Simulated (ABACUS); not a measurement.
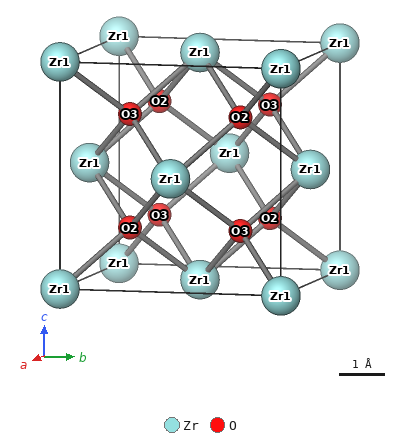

Figure 1. The input geometry (ball-and-stick view of the cell 4 times as large as that of the calculation, set on its symmetry axes, seen slightly off an axis; atoms are numbered from 1 in the order of the input). An atom can appear more than once, as a periodic image. Near neighbours in the periodic cell (some may lie outside the picture): Zr has 8 O at 2.20 Å; O has 4 Zr at 2.20 Å.

**Band-structure run, with input and output: ZrO$_{2}$ (part 1 of 2)**

System: ZrO$_{2}$ (Fm-3m, 3 atoms in the cell).
Method: Kohn-Sham DFT of a periodic cell, PBE, spin-orbit coupling, PseudoDojo NC FR 0.4 PBE standard, no spin polarisation (ABACUS 3.10.1).

The structure derives from a Materials Project entry. It belongs to a series of runs on one base structure; here: bands on the converged density.

**Input file**
```
INPUT_PARAMETERS
suffix              ZrO2
calculation         nscf
basis_type          lcao
pseudo_dir          ./
orbital_dir         ./
symmetry            -1
dft_functional      pbe
ecutwfc             100.0
pseudo_rcut         7
nspin               4
nbands              44
ks_solver           genelpa
smearing_method     fd
smearing_sigma      0.00367493
scf_thr             1e-07
scf_nmax            100
mixing_type         broyden
mixing_beta         0.4
noncolin            0
lspinorb            1
init_chg            file
out_band            1
```

**File STRU**
```
ATOMIC_SPECIES
Zr 91.2240 Zr.upf
O 15.9990 O.upf

NUMERICAL_ORBITAL
Zr_confined-atom_8au_3s2p2d1f.orb
O_confined-atom_6au_2s2p1d.orb

LATTICE_CONSTANT
1.8897261246

LATTICE_VECTORS
0.0000000000 2.5450727058 2.5450727058
2.5450727058 0.0000000000 2.5450727058
2.5450727058 2.5450727058 0.0000000000

ATOMIC_POSITIONS
Cartesian

Zr
0.0
1
0.0000000000 0.0000000000 0.0000000000 1 1 1

O
0.0
2
3.8176090587 3.8176090587 3.8176090587 1 1 1
1.2725363529 1.2725363529 1.2725363529 1 1 1
```

**File KPT**
```
K_POINTS
12
Line
0.00000000 0.00000000 0.00000000 10 // G
0.50000000 0.00000000 0.50000000 10 // X
0.50000000 0.25000000 0.75000000 10 // W
0.37500000 0.37500000 0.75000000 10 // K
0.00000000 0.00000000 0.00000000 10 // G
0.50000000 0.50000000 0.50000000 10 // L
0.62500000 0.25000000 0.62500000 10 // U
0.50000000 0.25000000 0.75000000 10 // W
0.50000000 0.50000000 0.50000000 10 // L
0.37500000 0.37500000 0.75000000 1 // K
0.62500000 0.25000000 0.62500000 10 // U
0.50000000 0.00000000 0.50000000 1 // X
```

Launched with:
```bash
OMP_NUM_THREADS=1 mpirun -np 4 abacus > log
```

**What the program printed**
```
ABACUS v3.10.1

               Atomic-orbital Based Ab-initio Computation at UStc

 ------------------------------------------------------------------------------------

 READING GENERAL INFORMATION
                           global_out_dir = OUT.ZrO2/
                           global_in_card = INPUT
                               pseudo_dir = ./
                              orbital_dir = ./
                                    DSIZE = 4
                                    GSIZE = 1

 READING UNITCELL INFORMATION
                                    ntype = 2
                  lattice constant (Bohr) = 1.88973
              lattice constant (Angstrom) = 1

 READING ATOM TYPE 1
                               atom label = Zr
                      L=0, number of zeta = 3
                      L=1, number of zeta = 2
                      L=2, number of zeta = 2
                      L=3, number of zeta = 1
             number of atom for this type = 1
               magnetization of element 1 = [ 0, 0, 0 ]

 READING ATOM TYPE 2
                               atom label = O
                      L=0, number of zeta = 2
                      L=1, number of zeta = 2
                      L=2, number of zeta = 1
             number of atom for this type = 2
               magnetization of element 2 = [ 0, 0, 0 ]

                        TOTAL ATOM NUMBER = 3
CARTESIAN COORDINATES ( UNIT =       1.889726124600 Bohr ).
    atom                   x                   y                   z     mag                  vx                  vy                  vz
tauc_Zr1            0.0000000000        0.0000000000        0.0000000000  0.0000        0.0000000000        0.0000000000        0.0000000000
tauc_O1            3.8176090587        3.8176090587        3.8176090587  0.0000        0.0000000000        0.0000000000        0.0000000000
tauc_O2            1.2725363529        1.2725363529        1.2725363529  0.0000        0.0000000000        0.0000000000        0.0000000000

                          Volume (Bohr^3) = 222.499
                             Volume (A^3) = 32.9708

 Lattice vectors: (Cartesian coordinate: in unit of a_0)
                   +0            +2.54507            +2.54507
             +2.54507                  +0            +2.54507
             +2.54507            +2.54507                  +0
 Reciprocal vectors: (Cartesian coordinate: in unit of 2 pi/a_0)
            -0.196458           +0.196458           +0.196458
            +0.196458           -0.196458           +0.196458
            +0.196458           +0.196458           -0.196458
 The esolver type has been set to : ksdft_lcao

                PAO radial cut off (Bohr) = 7

 Read in pseudopotential file is Zr.upf
                     pseudopotential type = NC
          exchange-correlation functional = PBE
                 nonlocal core correction = 1
                        valence electrons = 12
                                     lmax = 2
                           number of zeta = 6
                     number of projectors = 10
                           L of projector = 0
                           L of projector = 0
                           L of projector = 1
                           L of projector = 1
                           L of projector = 1
                           L of projector = 1
                           L of projector = 2
                           L of projector = 2
                           L of projector = 2
                           L of projector = 2
                PAO radial cut off (Bohr) = 7

 Read in pseudopotential file is O.upf
                     pseudopotential type = NC
          exchange-correlation functional = PBE
                 nonlocal core correction = 1
                        valence electrons = 6
                                     lmax = 2
                           number of zeta = 3
                     number of projectors = 8
                           L of projector = 0
                           L of projector = 0
                           L of projector = 1
                           L of projector = 1
                           L of projector = 1
                           L of projector = 1
                           L of projector = 2
                           L of projector = 2
     initial pseudo atomic orbital number = 36

 SETUP THE ELECTRONS NUMBER
            electron number of element Zr = 12
      total electron number of element Zr = 12
             electron number of element O = 6
       total electron number of element O = 12
            AUTOSET number of electrons:  = 24
                           occupied bands = 24
                                   NLOCAL = 104
                                   NBANDS = 44
                                   NBANDS = 44
                                   NLOCAL = 104

%%%%%%%%%%%%%%%%%%%%%%%%%%%%%%%%%%%%%%%%%%%%%%%%%%%%%%%%%%%%%%%%%%%%%%%%%%%%%%%%%%%%%%%%%%%%%%%%%%%%%%%%%%
 Warning: the number of valence electrons in pseudopotential > 4 for Zr: [Kr] 4d2 5s2
 Pseudopotentials with additional electrons can yield (more) accurate outcomes, but may be less efficient.
 If you're confident that your chosen pseudopotential is appropriate, you can safely ignore this warning.
%%%%%%%%%%%%%%%%%%%%%%%%%%%%%%%%%%%%%%%%%%%%%%%%%%%%%%%%%%%%%%%%%%%%%%%%%%%%%%%%%%%%%%%%%%%%%%%%%%%%%%%%%%

 SETUP THE PLANE WAVE BASIS
 energy cutoff for charge/potential (unit:Ry) = 400
            fft grid for charge/potential = [ 45, 45, 45 ]
                        fft grid division = [ 3, 3, 3 ]
        big fft grid for charge/potential = [ 15, 15, 15 ]
                                     nbxx = 900
                                     nrxx = 24300

 SETUP PLANE WAVES FOR CHARGE/POTENTIAL
                    number of plane waves = 30155
                         number of sticks = 1285

 PARALLEL PW FOR CHARGE/POTENTIAL
     PROC   COLUMNS(POT)             PW
        1            320           7539
        2            321           7539
        3            322           7538
        4            322           7539
 --------------- sum -------------------
        4           1285          30155
                            number of |g| = 307
                                  max |g| = 36.1256
                                  min |g| = 0.115787

----------- Double Check Mixing Parameters Begin ------------
mixing_type: broyden
mixing_beta: 0.4
mixing_gg0: 1
mixing_gg0_min: 0.1
mixing_beta_mag: 1.6
mixing_gg0_mag: 0
mixing_ndim: 8
----------- Double Check Mixing Parameters End ------------

 SETUP K-POINTS
                                    nspin = 4
                                   nkstot = 102
K-POINTS DIRECT COORDINATES
 KPOINTS    DIRECT_X    DIRECT_Y    DIRECT_Z  WEIGHT
       1  0.00000000  0.00000000  0.00000000  1.0000
       2  0.05000000  0.00000000  0.05000000  1.0000
       3  0.10000000  0.00000000  0.10000000  1.0000
       4  0.15000000  0.00000000  0.15000000  1.0000
       5  0.20000000  0.00000000  0.20000000  1.0000
       6  0.25000000  0.00000000  0.25000000  1.0000
       7  0.30000000  0.00000000  0.30000000  1.0000
       8  0.35000000  0.00000000  0.35000000  1.0000
       9  0.40000000  0.00000000  0.40000000  1.0000
      10  0.45000000  0.00000000  0.45000000  1.0000
      11  0.50000000  0.00000000  0.50000000  1.0000
      12  0.50000000  0.02500000  0.52500000  1.0000
      13  0.50000000  0.05000000  0.55000000  1.0000
      14  0.50000000  0.07500000  0.57500000  1.0000
      15  0.50000000  0.10000000  0.60000000  1.0000
      16  0.50000000  0.12500000  0.62500000  1.0000
      17  0.50000000  0.15000000  0.65000000  1.0000
      18  0.50000000  0.17500000  0.67500000  1.0000
      19  0.50000000  0.20000000  0.70000000  1.0000
      20  0.50000000  0.22500000  0.72500000  1.0000
      21  0.50000000  0.25000000  0.75000000  1.0000
      22  0.48750000  0.26250000  0.75000000  1.0000
      23  0.47500000  0.27500000  0.75000000  1.0000
      24  0.46250000  0.28750000  0.75000000  1.0000
      25  0.45000000  0.30000000  0.75000000  1.0000
      26  0.43750000  0.31250000  0.75000000  1.0000
      27  0.42500000  0.32500000  0.75000000  1.0000
      28  0.41250000  0.33750000  0.75000000  1.0000
      29  0.40000000  0.35000000  0.75000000  1.0000
      30  0.38750000  0.36250000  0.75000000  1.0000
[... 72 further k points ...]

           k-point number in this process = 102
       minimum distributed K point number = 102

[... K-POINTS CARTESIAN COORDINATES: 102 rows ...]

[... K-POINTS DIRECT COORDINATES: 102 rows ...]

 SETUP PLANE WAVES FOR WAVE FUNCTIONS
     energy cutoff for wavefunc (unit:Ry) = 100
              fft grid for wave functions = [ 45, 45, 45 ]
                    number of plane waves = 4645
                         number of sticks = 367

 PARALLEL PW FOR WAVE FUNCTIONS
     PROC   COLUMNS(POT)             PW
        1             91           1161
        2             92           1161
        3             92           1161
        4             92           1162
 --------------- sum -------------------
        4            367           4645

 SET NONLOCAL PSEUDOPOTENTIAL PROJECTORS
 SET NONLOCAL PSEUDOPOTENTIAL PROJECTORS
 max number of nonlocal projetors among all species is 10

 -------------------------------------------
 NONSELF-CONSISTENT
 -------------------------------------------

 SETUP SEARCHING RADIUS FOR PROGRAM TO SEARCH ADJACENT ATOMS
                  longest orb rcut (Bohr) = 8
   longest nonlocal projector rcut (Bohr) = 1.58
                     search radius (Bohr) = 19.2
              searching radius is (Bohr)) = 19.2
         searching radius unit is (Bohr)) = 1.89
                         PeriodicBoundary = 1
                        Radius(unit:lat0) = 10.1
                                   glayer = [ 5, 5, 5 ]
                             glayer_minus = [ 4, 4, 4 ]

Find the coordinate range of the input atom(unit:lat0).
                                  min_tau = [ -20.4, -20.4, -20.4 ]
                                  max_tau = [ 24.2, 24.2, 24.2 ]
                                BoxNumber = [ 9, 9, 9 ]

 SETUP EXTENDED REAL SPACE GRID FOR GRID INTEGRATION
                          real space grid = [ 45, 45, 45 ]
                 big cell numbers in grid = [ 15, 15, 15 ]
             meshcell numbers in big cell = [ 3, 3, 3 ]
                        extended fft grid = [ 22, 22, 22 ]
                dimension of extened grid = [ 60, 60, 60 ]
                            UnitCellTotal = 125
              Atom number in sub-FFT-grid = 3
    Local orbitals number in sub-FFT-grid = 104
                                ParaV.nnr = 176808
                                 init_chg = file
 try to read charge from file
 Read in the charge density: OUT.ZrO2//ZrO2-CHARGE-DENSITY.restart

 LCAO ALGORITHM --------------- ION=   1  ELEC=   1--------------------------------
[... levels at 102 k points of this process ...]

total magnetism (Bohr mag/cell)	1.67955e-14	1.87033e-14	-1.07017e-13
       absolute magnetism (Bohr mag/cell) = 5.09004e-13

 Density error is 0.00000000000
----------------------------------------------------------
     Energy           Rydberg                 eV
----------------------------------------------------------
 E_KohnSham     -167.7416626132      -2282.2424035329
 E_KS(sigma->0) -167.7416626132      -2282.2424035329
 E_Harris       -167.7416626132      -2282.2424035329
 E_band         -4.3360202942        -58.9945826443
 E_one_elec     -22.5287168866       -306.5189182871
 E_Hartree      26.8590959796        365.4367484517
 E_xc           -36.9487300786       -502.7132629329
 E_Ewald        -135.1233116276      -1838.4469707646
 E_entropy(-TS) -0.0000000000        -0.0000000000
 E_descf        0.0000000000         0.0000000000
 E_exx          0.0000000000         0.0000000000
 E_Fermi        1.0206454382         13.8865935974
```
